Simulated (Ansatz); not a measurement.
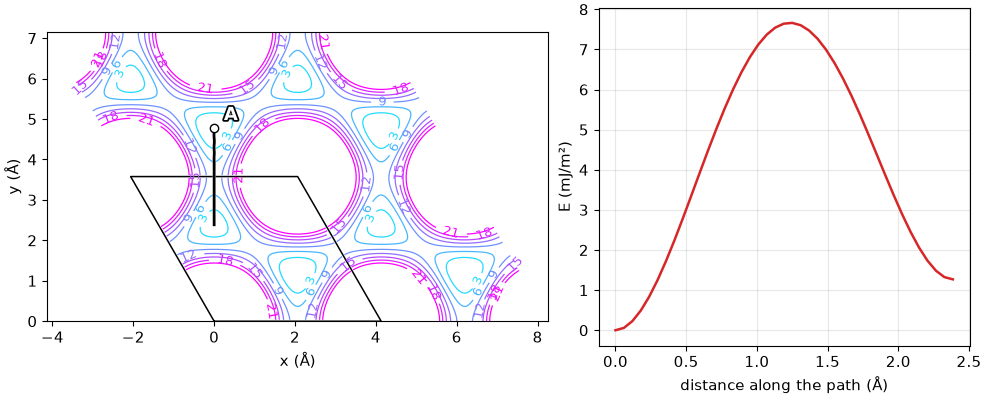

A bilayer of two MgI₂ sheets (1T type) (6 atoms in the cell). The upper layer of a bilayer is slid over the lower one; relaxed at each slide: nothing; the origin of the map has I4 above I3; the distance between the facing planes is held at 3.83 Å. Places are given modulo a cell vector. The map is drawn in real space over the plane of the slide. The grid has 9 × 9 points; 19 points were computed and 62 follow by symmetry. All energies are given in mJ/m² relative to the lowest grid point. At a held distance the lowest stacking need not be the one that binds best once the distance relaxes. These are results of Ansatz, DFT PBE+D3(BJ), scalar-relativistic, plane waves, PAW, not measurements. Settings: cutoff 420 eV, k-mesh 9×9×1, gaussian smearing 0.05 eV, no spin polarisation.

Drawn: contour lines labelled in mJ/m² (none above 21), a line along the lowest path, the outline of one cell of the 2 × 2 shown, the energy along the path at the right, the start A. Between grid points the surface is interpolated.

Q: Describe the path and its barrier.

A: The easiest path leads from the well at (6/9, 3/9) of the cell vectors to the well at (3/9, 6/9) of the cell vectors, about 1.3 mJ/m² higher. Its highest point lies about 7.7 mJ/m² above the bottom of the first well on the interpolated surface, at about (0.49, 0.98) of the cell vectors. Seen from the upper well the barrier is about 6.4 mJ/m². This is the barrier on the constrained surface; relaxing the other coordinates would change it.
